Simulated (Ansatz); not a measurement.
Take the following structure.

```
Si C
1.0
     4.37973    0.00000    0.00000
     0.00000    4.37973    0.00000
     0.00000    0.00000    4.37973
Si C
4 4
Direct
  0.25000 0.25000 0.75000
  0.25000 0.75000 0.25000
  0.75000 0.25000 0.25000
  0.75000 0.75000 0.75000
  0.00000 0.00000 0.00000
  0.00000 0.50000 0.50000
  0.50000 0.00000 0.50000
  0.50000 0.50000 0.00000
```

> What would you see if this were drawn?

Composition: SiC. It belongs to space group F-43m (No. 216) and has a face-centred cubic lattice. The arrangement is known as zinc blende (sphalerite type). Atoms per cell: 8 (4 Si, 4 C). The coordination shell of Si holds four C in a tetrahedral arrangement at 1.90 Å. C sits among four Si in a tetrahedral arrangement at 1.90 Å. The bonds build a three-dimensional framework.

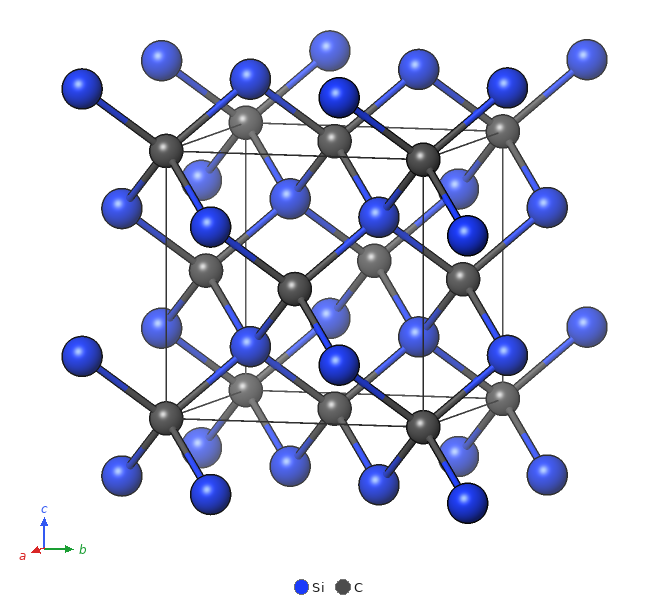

We look at a ball-and-stick model of the crystal slightly off an axis. The wireframe shows the conventional unit cell. Bonds that leave the box are completed with the atoms at their other ends. Colours: silicon blue, carbon dark grey.

Its origin is a structure listed in the Materials Project. Earlier steps of the study may have refined or changed the cell and positions. It was run through Ansatz as a DFT input.
